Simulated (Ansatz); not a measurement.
```
Fe Co
1.0
     4.03383    0.00000    0.00000
     0.00000    4.03383    0.00000
     0.00000    0.00000    2.83775
Fe Co
3 1
Cartesian
  2.0169 2.0169 0.0000
  2.0169 0.0000 1.4189
  0.0000 2.0169 1.4189
  0.0000 0.0000 0.0000
```

Space group P4/mmm; a structure generated by program, which may or may not match a known phase; computed pressure about −17 GPa in this cell; spin-polarised.

All numbers below come from DFT LDA, scalar-relativistic, plane waves, PAW in Ansatz.

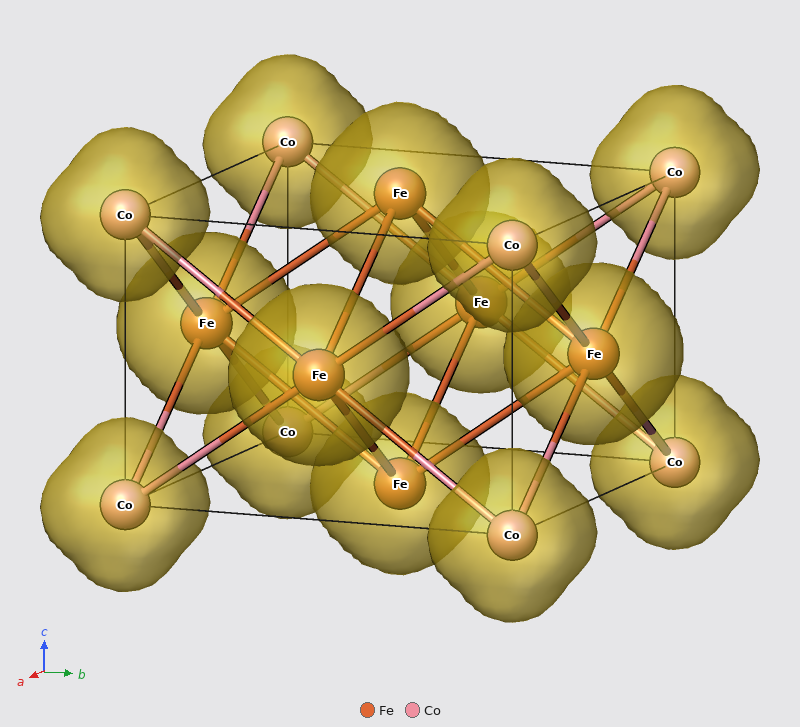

Fe3Co. Isosurface of the spin density (up minus down) at +0.15 e/Å³ (yellow), seen slightly off an axis. Sticks mark near contacts.

Core electrons are frozen (PAW), and the valence fields are smoothed inside the atomic spheres.

Q: Describe the spin distribution.

A: The spin density sits on Fe: +2.6 μB (×2) and +2.3 μB; Co: +1.8 μB in one cell of 4 atoms: parallel main moments (a ferromagnetic arrangement) in this solution. The cell of the calculation (4 atoms) carries 9.2 μB of net spin moment.
